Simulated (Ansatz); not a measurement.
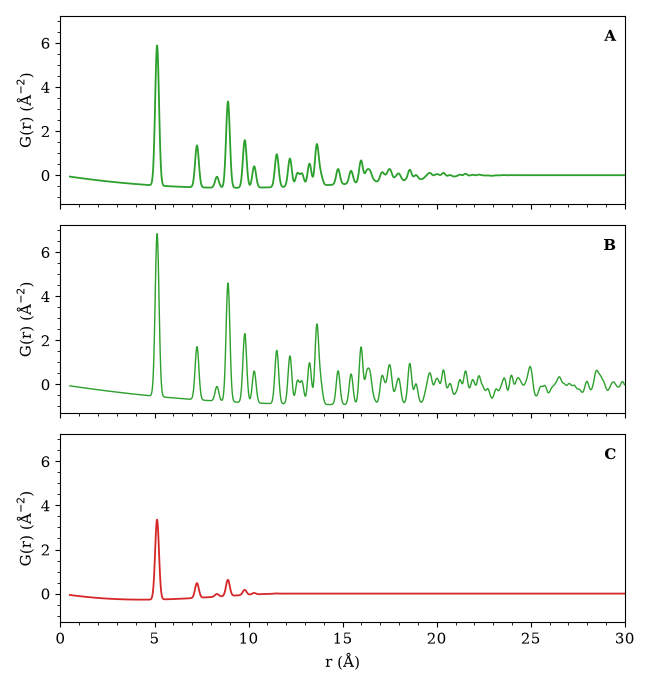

Computed X-ray G(r), with each pair weighted by the product of the atomic numbers (X-ray weights at Q = 0) and a uniform peak width σ = 0.10 Å, for spherical particles of Hg with the bulk structure: the bulk G(r) is multiplied by the envelope of a sphere of diameter D, 1 − 3r/2D + r³/2D³, with no surface relaxation. The number density is 0.0104 atoms per Å³. Basis of the simulation: coordinates from a relaxation with DFT, RPBE, plane waves (420 eV) with PAW, scalar-relativistic in Ansatz; the starting structure was generated, so it need not be a known form of this composition.

The diameters are 12, 25 and 40 Å. Which curve belongs to which?

curve A: 25 Å; curve B: 40 Å; curve C: 12 Å. The smaller the particle, the sooner the oscillations die out.
